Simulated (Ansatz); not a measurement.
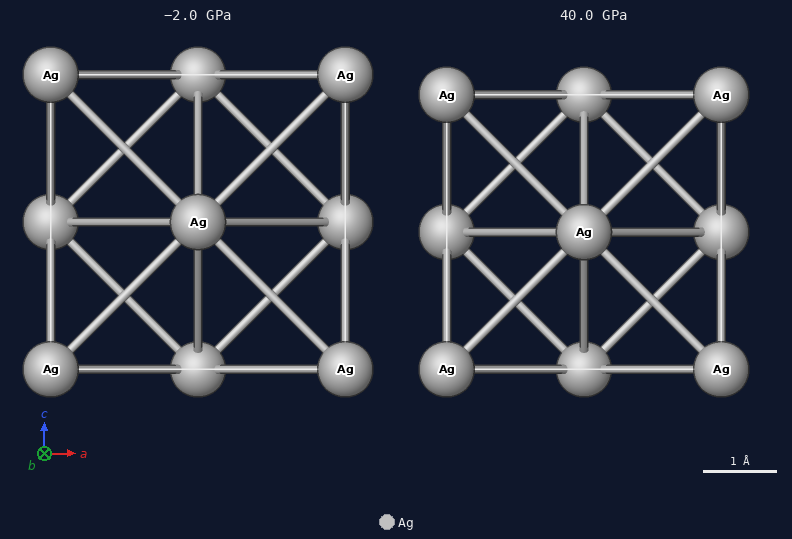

A crystal of Ag (set up in Fm-3m), relaxed (cell and atoms) at several target pressures. The picture shows the first and the last member. The picture is a ball-and-stick view of the conventional cell (4 times the calculation's cell), seen along the b axis. Lengths and directions refer to the drawn axes.

Computed with Ansatz 0.2.0: DFT PBEsol, scalar-relativistic, plane waves, PAW. Set-up: plane-wave cutoff 420 eV; k-point mesh 18 × 18 × 18; occupations gaussian; smearing width 0.1 eV; no spin polarisation; cell and atoms relaxed; force threshold 0.008 eV/Å.

| pressure (GPa) | volume (Å³/atom) | a (Å) |
| --- | --- | --- |
| −2.0 | 16.957 | 4.078 |
| 0.0 | 16.662 | 4.054 |
| 2.0 | 16.399 | 4.033 |
| 5.0 | 16.049 | 4.004 |
| 10.0 | ? | ? |
| 20.0 | 14.788 | 3.896 |
| 40.0 | 13.721 | 3.800 |

> Estimate the missing row from the others, and compare with the calculation.

Murnaghan's form V = V₀(1 + B′P/B₀)^(−1/B′), with V₀ = 16.662 Å³ from the row at zero pressure, fits the other rows with B₀ = 122 GPa and B′ = 5.03 (largest miss 0.007 Å³). At 10.0 GPa it gives 16.662 × (1 + 5.03 × 10.0/122)^(−1/5.03) = 15.557 Å³ per atom. The calculation gives 15.556 Å³/atom (a = 3.963 Å). The estimate is 0.001 Å³/atom too high. From the first member to the last: Ag–Ag 2.884 → 2.687 Å.

The whole series:

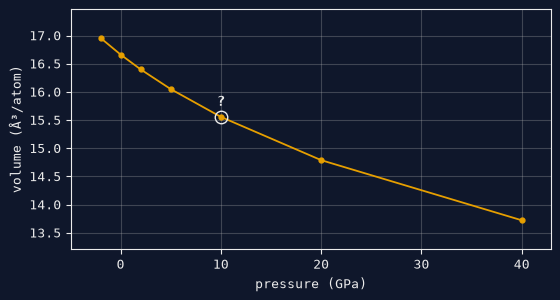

Each member starts from this one structure; whether another phase lies lower wasn't checked.
